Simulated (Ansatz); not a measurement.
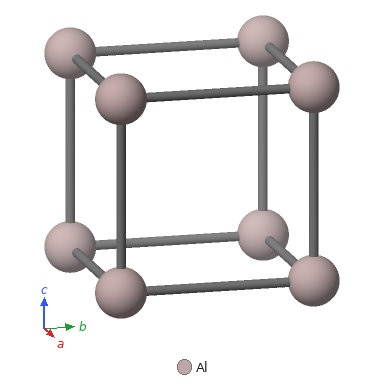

System: Al, space group Pm-3m (No. 221). The picture shows the conventional cell.

The given structure:
```xyz
1
Lattice="2.7208 0.0000 0.0000 0.0000 2.7208 0.0000 0.0000 0.0000 2.7208" Properties=species:S:1:pos:R:3 pbc="T T T"
Al    0.0000    0.0000    0.0000
```

Input of one of the runs behind the figure:
```
crystal:
  lattice:
    - [2.7208156378, 0.0, 0.0]
    - [0.0, 2.7208156378, 0.0]
    - [0.0, 0.0, 2.7208156378]
  atoms:
    - { symbol: Al, position: [0.0, 0.0, 0.0] }
kpoints:
  mp_grid: { grid: [15, 15, 15] }
  band_path:
    path:
      - [0.0, 0.0, 0.0]
      - [0.0, 0.5, 0.0]
      - [0.5, 0.5, 0.0]
      - [0.0, 0.0, 0.0]
      - [0.5, 0.5, 0.5]
      - [0.0, 0.5, 0.0]
      - [0.5, 0.5, 0.5]
      - [0.5, 0.5, 0.0]
    npoints: 14
scf:
  occupations: { method: fermi_dirac, width: 0.05 }
hamiltonian:
  xc: pbe
  pseudopotentials: { kind: all_electron, lapw: { basis_error: 0.0005 } }
output:
  forces: true
  stress: true
  eigenvalues: true
  populations: true
  dos: { projected: true, de: 0.2, e_range: [-14, 8] }
```

Launched with:
```bash
ansatz run input.yaml --threads 1 --pin off --max-ram 2048MiB --backend cpu --events-out ev --progress --plain --runs-dir out
```

Computed with Ansatz 0.2.0: periodic Kohn-Sham DFT of a crystal at fixed atoms, scaled to the stated factor times the given cell, energy less spherical unpolarised free atoms. Level: PBE.

- method: all-electron LAPW
- relativity: scalar
- k mesh: 15×15×15
- occupations: Fermi–Dirac
- smearing width: 0.05 eV
- basis error target: 0.5 (meV/atom)
- nucleus: Gaussian

V(given) is 20.14 Å³/atom.

Describe the result: the energy less free atoms against V/V(given). The V/V(given) takes the values 0.950, 0.975, 1.000, 1.025, 1.050.

A third-order Birch–Murnaghan fit gives V0 = 20.15 Å³/atom, B0 = 56.8 GPa and B′ = 4.3. The energy less free atoms is −3.3644 eV/atom at V/V(given) 0.950 and −3.3662 eV/atom at 1.050; the lowest computed point is at V/V(given) 1.000 (−3.3743 eV/atom).

```json
{"V/V(given)": "0.950", "energy less free atoms (eV/atom)": "-3.3644"}
{"V/V(given)": "0.975", "energy less free atoms (eV/atom)": "-3.3719"}
{"V/V(given)": "1.000", "energy less free atoms (eV/atom)": "-3.3743"}
{"V/V(given)": "1.025", "energy less free atoms (eV/atom)": "-3.3722"}
{"V/V(given)": "1.050", "energy less free atoms (eV/atom)": "-3.3662"}
```

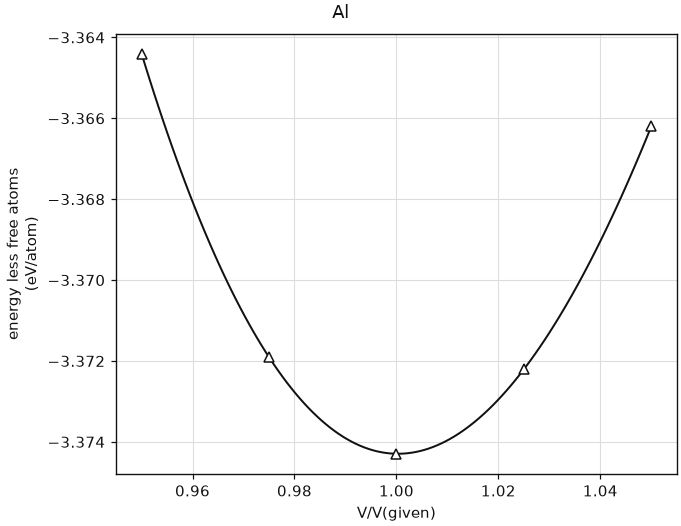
